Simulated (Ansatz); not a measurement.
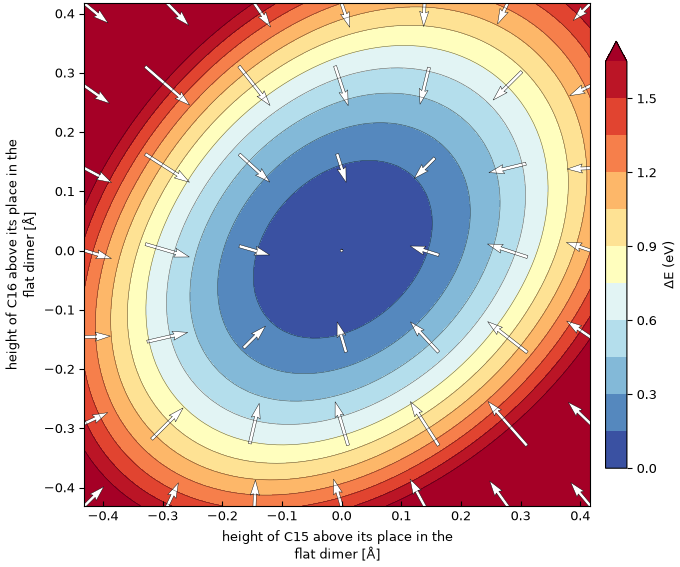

Energy landscape of a C(100) slab cut from the Fd-3m phase, its lower face capped with 4 H atoms (20 atoms in the cell). Two atoms of the surface dimers are held at set heights. Coordinates scanned: (1) height of C15 above its place in the flat dimer; (2) height of C16 above its place in the flat dimer. Relaxed at each point: all atoms of the upper layers, but for the two heights. The grid has 7 × 7 points; 28 points were computed and 21 follow by symmetry. Points are written as (first, second). Energies: eV, counted from the lowest grid point. Theory: Ansatz 0.2.0, DFT r2SCAN, scalar-relativistic, plane waves, PAW. Settings: cutoff 500 eV, k-mesh 5×10×1, gaussian smearing 0.05 eV, no spin polarisation.

In the figure: filled contours, arrows along the force (downhill), their lengths compressed, one colour for all values above the top of the scale. Between grid points the surface is interpolated. 

Summarise what can be read from the map.

The lowest grid point is at (0.000 Å, 0.000 Å). It is the only kind of minimum in the scanned range. The highest grid point, (−0.431 Å, 0.417 Å), lies 3.51 eV above the lowest. Round the minimum the valley is somewhat tilted: raising the first coordinate shifts the best value of the second coordinate upwards (coupling k₁₂/√(k₁₁k₂₂) about −0.3).

The values on the grid:

| second ↓, first → | −0.431 | −0.292 | −0.146 | 0.000 | 0.139 | 0.278 | 0.417 |
| --- | --- | --- | --- | --- | --- | --- | --- |
| 0.417 | 3.51 | 2.43 | 1.64 | 1.20 | 1.08 | 1.24 | 1.65 |
| 0.278 | 2.58 | 1.59 | 0.89 | 0.54 | 0.51 | 0.75 | 1.24 |
| 0.139 | 1.88 | 0.98 | 0.39 | 0.14 | 0.19 | 0.51 | 1.08 |
| 0.000 | 1.45 | 0.65 | 0.16 | 0.00 | 0.14 | 0.54 | 1.20 |
| −0.146 | 1.32 | 0.62 | 0.23 | 0.16 | 0.39 | 0.89 | 1.64 |
| −0.292 | 1.52 | 0.92 | 0.62 | 0.65 | 0.98 | 1.59 | 2.43 |
| −0.431 | 2.03 | 1.52 | 1.32 | 1.45 | 1.88 | 2.58 | 3.51 |

The input of one point:

```yaml
crystal:
  lattice:
    - [5.0350011261, 0.0, 0.0]
    - [0.0, 2.5175005631, 0.0]
    - [0.0, 0.0, 19.7329018234]
  atoms:
    - { symbol: C, position: [0.5, 0.5, 0.2357689632] }
    - { symbol: C, position: [0.0, 0.5, 0.2357689632] }
    - { symbol: C, position: [0.5, 0.0, 0.2808748918] }
    - { symbol: C, position: [0.0, 0.0, 0.2808748918] }
    - { symbol: C, position: [0.75, 0.0, 0.3259808203] }
    - { symbol: C, position: [0.25, 0.0, 0.3259808203] }
    - { symbol: C, position: [0.75, 0.5, 0.3710867489] }
    - { symbol: C, position: [0.25, 0.5, 0.3710867489] }
    - { symbol: C, position: [0.0, 0.5, 0.4201068857] }
    - { symbol: C, position: [0.5, 0.5, 0.4129474026] }
    - { symbol: C, position: [0.0, 0.0, 0.4680965217] }
    - { symbol: C, position: [0.5, 0.0, 0.455209777] }
    - { symbol: C, position: [0.2684565636, 0.0, 0.5088687677] }
    - { symbol: C, position: [0.7315434364, 0.0, 0.5088687677] }
    - { symbol: C, position: [0.3635160741, 0.5, 0.5432241188] }
    - { symbol: C, position: [0.6364839259, 0.5, 0.5432241188] }
    - { symbol: H, position: [0.6429144453, 0.5, 0.1982508924] }
    - { symbol: H, position: [0.3570855547, 0.5, 0.1982508924] }
    - { symbol: H, position: [0.1423584706, 0.5, 0.1980631397] }
    - { symbol: H, position: [-0.1423584706, 0.5, 0.1980631397] }
basis:
  ecutwfc: 500
kpoints:
  mp_grid: { grid: [5, 10, 1] }
hamiltonian:
  xc: r2scan
scf:
  occupations: { method: gaussian, width: 0.05 }
output:
  forces: true
  eigenvalues: true
relax:
  adjacent_minimum: "off"
  f_tol: 0.03
  max_steps: 30
  constraints:
    - { sites: [0, 1, 2, 3, 4, 5, 6, 7, 16, 17, 18, 19] }
    - { sites: [14, 15], fix: z }
efield:
  axis: 3
  dipole_correction: true
  ramp_width: 0.04
```

Each point was launched as `ansatz run input.yaml --threads 4 --pin off --max-ram 12288MiB --backend cpu --events-out ev --progress --plain --runs-dir out`. The whole map (28 points run) took 37 min on 4 threads of Arm Neoverse V1, with other jobs on the host.
